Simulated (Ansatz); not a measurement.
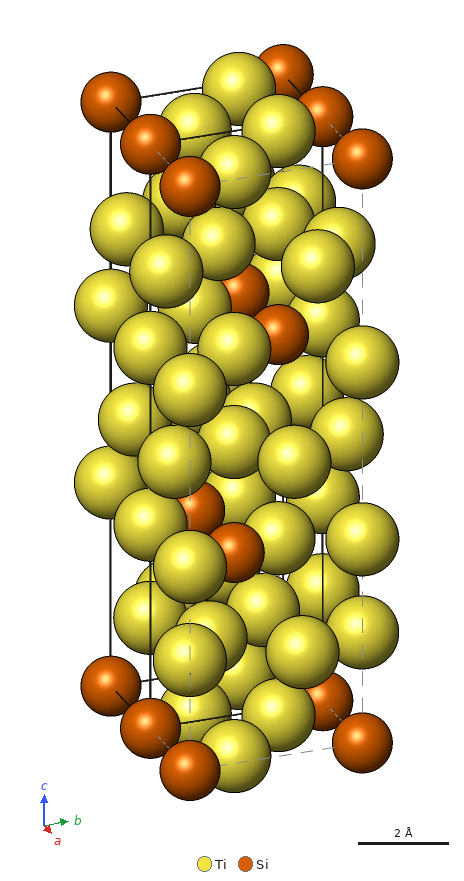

The image is a spheres-only drawing of a crystal, viewed slightly off an axis. The picture spans 2×1×1 cells, one conventional unit cell being drawn with solid lines.

- Its composition is Ti$_{5}$Si.
- The symmetry is that of R32 (No. 155), on a rhombohedral (trigonal R) lattice.
- In the cell are 15 Ti, 3 Si, which makes 3 formula units.

The initial geometry was a structure listed in the Materials Project. Earlier steps of the study may have refined or changed the cell and positions. It went into a calculation with Ansatz.
